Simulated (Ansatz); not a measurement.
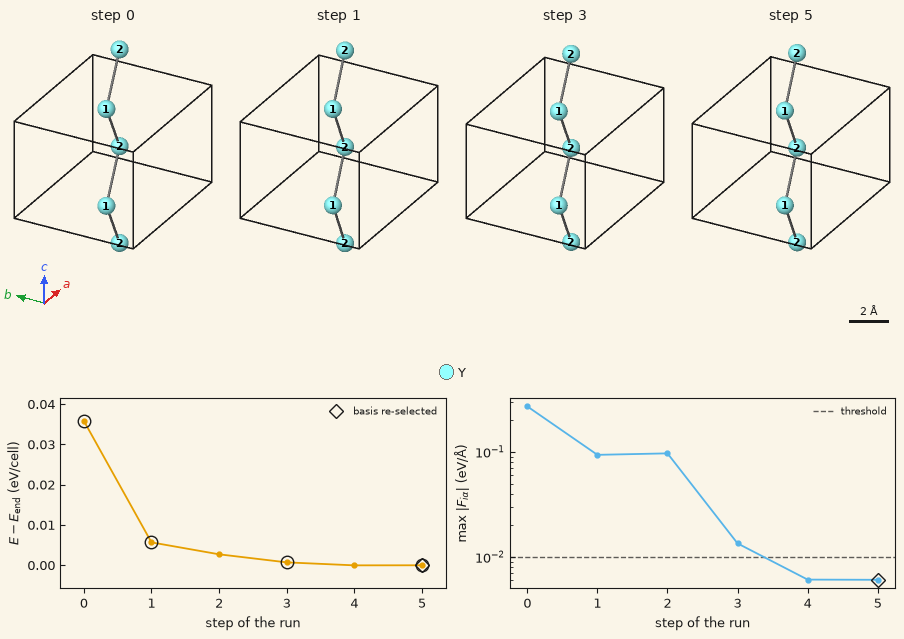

Frames of a relaxation of a wire of composition Y, marked on the history of the run. The picture is a ball-and-stick view of the cell of the calculation, with the vacuum cut short, seen from a free direction.

Case: zigzag chain of atoms.

Level of theory: Ansatz 0.2.0, DFT PBEsol, scalar-relativistic, plane waves, PAW.

The input:
```yaml
crystal:
  lattice:
    - [10.4, 0.0, 0.0]
    - [0.0, 9.3, 0.0]
    - [0.0, 0.0, 5.6383792426]
  atoms:
    - { symbol: "Y", position: [0.4322310187, 0.5, 0.0], spin: 1.5 }
    - { symbol: "Y", position: [0.5677689813, 0.5, 0.5], spin: 1.5 }
basis:
  ecutwfc: 420
kpoints:
  mp_grid: { grid: [1, 1, 12] }
hamiltonian:
  xc: pbesol
scf:
  occupations: { method: gaussian, width: 0.05 }
output:
  forces: true
  stress: true
  eigenvalues: true
  populations: true
  write_density: true
  write_potential: true
  elf: true
  volumetric_format: npy
magnetization:
  spin_polarized: true
relax:
  adjacent_minimum: "off"
  f_tol: 0.01
  max_steps: 45
  cell: { fix: [a, b, alpha, beta, gamma], stress_tol: 0.03 }
```

Launched with:
```bash
ansatz run input.yaml --threads 2 --pin off --max-ram 5120MiB --backend cpu --events-out ev --progress --plain --runs-dir out
```

**What happens along the run?**

The largest moves relative to the layer's centre, 0.051 Å, are those of Y1 and Y2. Along the periodic axis the drawn cell goes c 5.638 → 5.515 Å (−2.2 %). Near-neighbour distances that change, for instance: Y1–Y2 3.152 → 3.051 Å. Among the angles between lasting bonds that change: Y2–Y1–Y2 126.9° → 129.3°. Over 4 accepted moves (5 points after the start) the energy falls by 35.9 meV per cell of the calculation. Largest force component: 0.27 eV/Å at the start, 0.0061 eV/Å at the end. At 1 point the geometry stayed and the basis and grid were re-selected for the new cell (energy shift of less than 0.05 meV per cell of the calculation at most each time). From step 0 to 1: Y atoms move most (0.06 Å), energy −30.2 meV per cell of the calculation. From step 1 to 3: Y atoms move most (0.02 Å), energy −5.0 meV per cell of the calculation. From step 3 to 5: energy −0.7 meV per cell of the calculation.

Limits of the set-up: the k-point mesh is coarse for a cell with partly filled bands.
